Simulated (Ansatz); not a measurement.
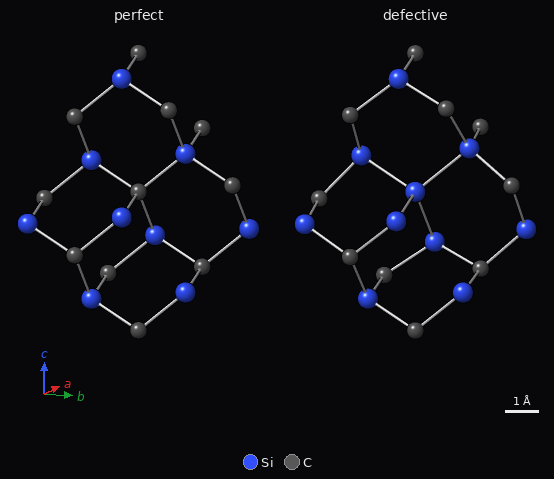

Left: perfect SiC. Right: the same region with one point defect, after relaxing the atoms in a supercell of 64 sites. The picture is a ball-and-stick view of the atoms within 4.6 Å of one point, in a slice 3.4 Å thick across the line of sight, seen from a free direction.

Theory: DFT, PBEsol, PAW, plane waves in Ansatz 0.2.0. Settings: plane-wave cutoff 420 eV; k-point mesh 1 × 1 × 1; mesh shifted by (0.25, 0.25, 0.25); no spin polarisation. Fermi-Dirac smearing of 0.01 eV. A uniform background neutralises the charged cell. The axes drawn are those of the host's conventional cell.

What kind of defect was made?

A carbon atom is replaced by silicon.

The charge state of the cell is −2.

How does the lattice respond?

In the host the C atom has 4 Si at 1.89 Å; the Si atom ends with 4 Si at 2.17 Å. Of the host's atoms, a silicon atom moves furthest from its site, by 0.28 Å.

Limits of the set-up: the cell is charged, on a uniform background, and energies carry no finite-size correction.
